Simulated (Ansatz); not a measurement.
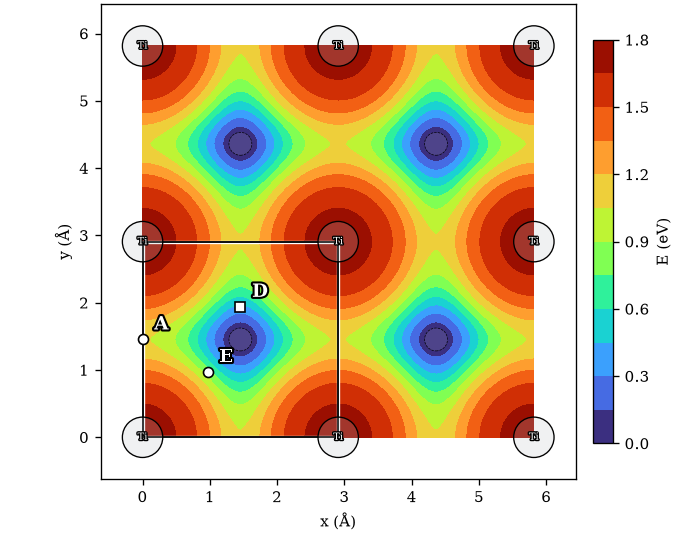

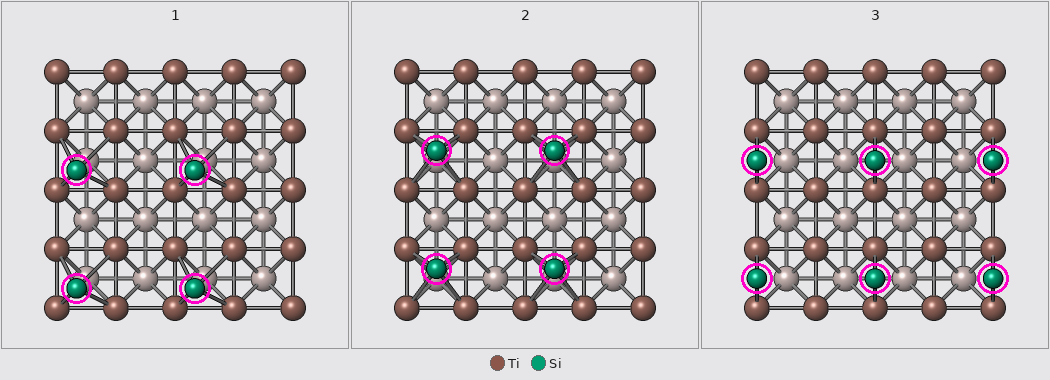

Si on a Ti(100) slab cut from the Fm-3m phase, its upper half relaxed before the scan (12 atoms of substrate and one adsorbate in a 2 × 2 cell). 
- Si is moved over the surface cell; relaxed at each place: the height of the adsorbate's atoms; substrate rigid; the origin of the map has the adsorbate above Ti9.
- Places are given modulo a cell vector. The map is drawn in real space over the plane of the surface.
- The scan uses a 6 × 6 grid; 10 points were computed and 26 follow by symmetry.
- Places are given in fractions of the 1 × 1 surface cell.
- All energies are given in eV relative to the lowest grid point.
- All numbers below come from DFT PBE, scalar-relativistic, plane waves, PAW in Ansatz. Settings: cutoff 420 eV, k-mesh 5×5×1, gaussian smearing 0.1 eV, no spin polarisation.

Drawn: filled contours, labelled circles for the atoms of the top layer and small ones for the second layer, the outline of one cell of the 2 × 2 shown, lettered points. Between grid points the surface is interpolated. The numbered pictures are the structures at these points, in random order. Rings mark the moved atoms.

### Which structure belongs to which point?

A is structure 3: a bridge site between two Ti atoms, (0/6, 3/6) of the cell vectors, 1.06 eV; D is structure 2: (3/6, 4/6) of the cell vectors [nearest 2 Ti at 2.44 Å], 0.41 eV; E is structure 1: (2/6, 2/6) of the cell vectors [nearest 1 Ti at 2.32 Å], 0.81 eV.

PAW datasets: the set soft_1.
